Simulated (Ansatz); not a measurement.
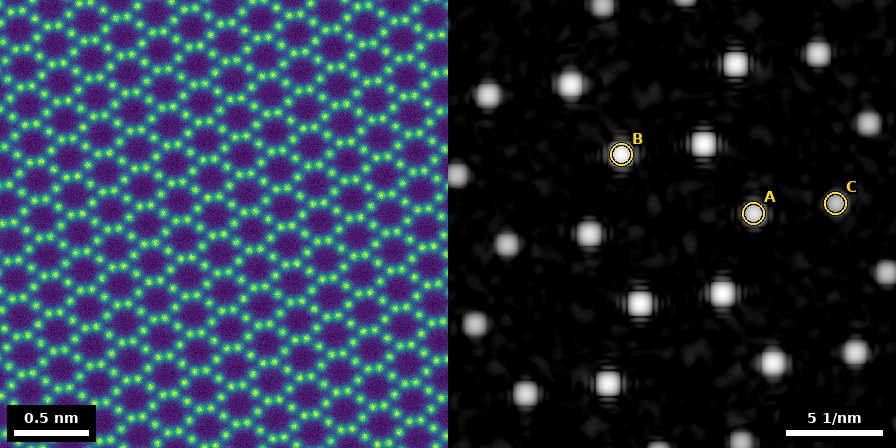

Z-contrast image of Ru (P6_3/mmc, No. 194) along [101]. Simulated incoherent Z contrast: every atom adds Z^1.8 spread by a probe of 0.52 Å full width; channelling and multiple scattering are left out. The probe carries 25 % of its weight in a tail 2.5 times as wide. The display is stretched by a gamma of 0.8; percentages refer to the linear signal. Shot noise was added. Model: coordinates from a relaxation with Ansatz 0.2.0, DFT, LDA (PW92), plane waves (420 eV) with PAW, scalar-relativistic; the starting structure was generated, so it need not be a known form of this composition.

The right panel is the modulus of the image's Fourier transform on a logarithmic scale.

a = 2.664 Å, b = 2.664 Å, c = 8.554 Å, α = 90.00°, β = 90.00°, γ = 120.00°

Index the marked spots and give their plane spacings (the zone axis points at the viewer; indices equivalent by symmetry, or all signs reversed, are as good).

A: (0 -1 0), d = 2.31 Å; B: (1 0 -1), d = 2.23 Å; C: (0 -2 0), d = 1.15 Å. A and B enclose 119°, and every spot obeys the zone law hu + kv + lw = 0 for [101].
